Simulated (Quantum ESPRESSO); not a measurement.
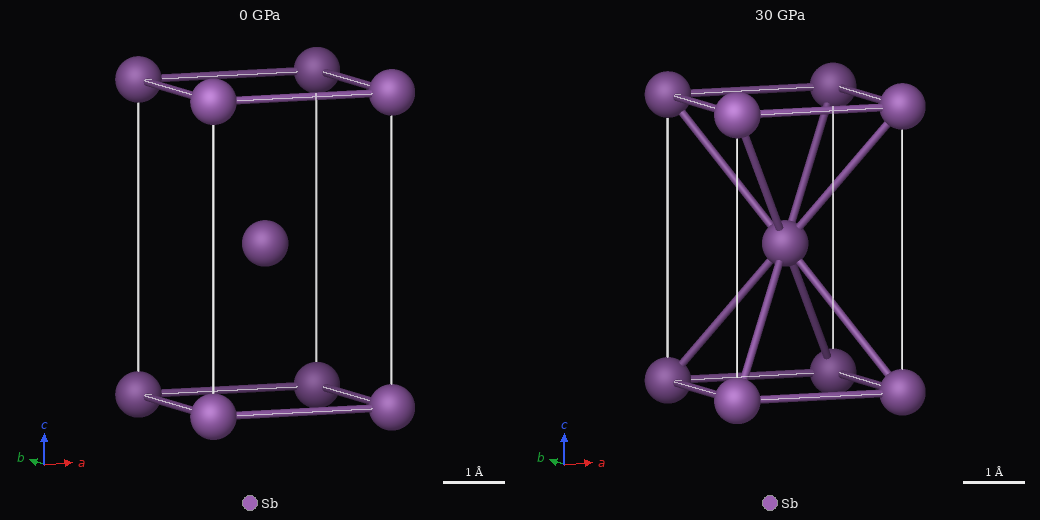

Sb, space group I4/mmm (No. 139), relaxed (cell and atoms) under a series of hydrostatic pressures; the conventional cell is drawn at the lowest and the highest, to one scale (sticks follow a distance rule). The start was a structure listed in the Materials Project. This isn't the form of Sb at room conditions, which is rhombohedral.

Alike in all runs: Quantum ESPRESSO 7.5; functional PBEsol; potentials GBRV 1.5 PBEsol; cutoff 707 eV; k mesh 12 × 12 × 12 on the run's cell of 1 atom; occupations fermi-dirac, width 0.05 eV; no spin polarisation; no spin-orbit coupling.

```tsv
pressure (GPa)	volume (Å³/atom)	a (Å)	c (Å)
0.0	26.352	3.179	5.214
2.0	?	?	?
4.9	24.734	3.121	5.079
9.9	23.520	3.075	4.975
20.0	21.739	3.003	4.820
30.0	20.470	2.941	4.732
```

**What equation of state do the given rows imply, and what volume does it predict for the missing row?**

The fit gives V0 = 26.35 Å³/atom, B0 = 68 GPa and B0′ = 4.4, which puts the volume at 2.0 GPa at 25.64 Å³/atom. The run gave volume 25.638 Å³/atom; a 3.154 Å; c 5.155 Å.

**Which axis yields most up to 30 GPa?**

The c axis: a −7.5 %, c −9.3 %, against −22.3 % in volume.

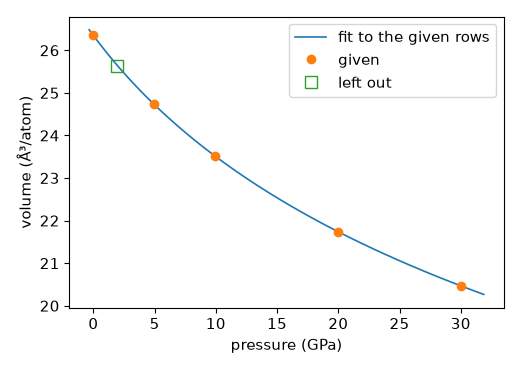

Volume against pressure, with the fit. The structure was kept in its own symmetry, so a change to another phase within this range wouldn't be seen.
